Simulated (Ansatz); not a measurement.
System: Mo, space group P6/mmm (No. 191).

Starting cell:
```yaml
crystal:
  lattice:
    - [0.00000, 0.00000, -4.98414]
    - [2.74234, 4.74986, 0.00000]
    - [2.74234, -4.74986, 0.00000]
  atoms:
    - { symbol: Mo, position: [0.25000, 0.50000, 0.50000] }
    - { symbol: Mo, position: [0.75000, 0.50000, 0.50000] }
    - { symbol: Mo, position: [0.25000, 0.50000, 0.00000] }
    - { symbol: Mo, position: [0.75000, 0.50000, 0.00000] }
    - { symbol: Mo, position: [0.25000, 0.00000, 0.50000] }
    - { symbol: Mo, position: [0.75000, 0.00000, 0.50000] }
    - { symbol: Mo, position: [0.25000, 0.00000, 0.00000] }
    - { symbol: Mo, position: [0.75000, 0.00000, 0.00000] }
```

Calculation (Ansatz 0.2.0): one atom of a crystal moved over a plane, all else fixed, by plane-wave density functional theory with PAW datasets, free energies less that of the undisturbed cell. Level: PBEsol, no spin polarisation.

wave cutoff 420 eV; k mesh 12×12×12; occupations Gaussian; smearing width 0.15 eV; k shift (0, 0, 0) (mesh steps); start relaxed; moved atom 1; direction 1 (1, 0, 0) (Cartesian unit vector); direction 2 (0, 1, 0) (Cartesian unit vector).

Describe the result: the map of the energy change over displacement d2 and displacement d1. The grid: displacement d2 −0.2, −0.1, 0, 0.1, 0.2 Å; displacement d1 −0.2, −0.1, 0, 0.1, 0.2 Å.

At the origin the energy is lower than all eight neighbouring grid points, so a minimum lies at or close to the given structure. The energy change is least, 0.0000 eV/cell, at displacement d2 of 0 Å and displacement d1 of 0 Å, and largest, 0.3371 eV/cell, at displacement d2 of −0.2 Å and displacement d1 of −0.2 Å (and at equivalent points).

Energy change (eV/cell); rows displacement d1 (Å), columns displacement d2 (Å):
```json
{"": "-0.2", "-0.2": "0.3371", "-0.1": "0.2174", "0": "0.1761", "0.1": "0.2174", "0.2": "0.3371"}
{"": "-0.1", "-0.2": "0.2175", "-0.1": "0.0903", "0": "0.0458", "0.1": "0.0903", "0.2": "0.2175"}
{"": "0", "-0.2": "0.1760", "-0.1": "0.0458", "0": "0.0000", "0.1": "0.0458", "0.2": "0.1760"}
{"": "0.1", "-0.2": "0.2175", "-0.1": "0.0903", "0": "0.0458", "0.1": "0.0903", "0.2": "0.2175"}
{"": "0.2", "-0.2": "0.3371", "-0.1": "0.2174", "0": "0.1761", "0.1": "0.2174", "0.2": "0.3371"}
```

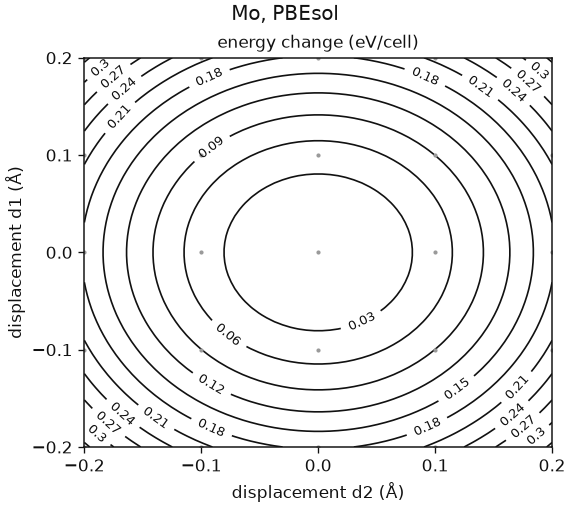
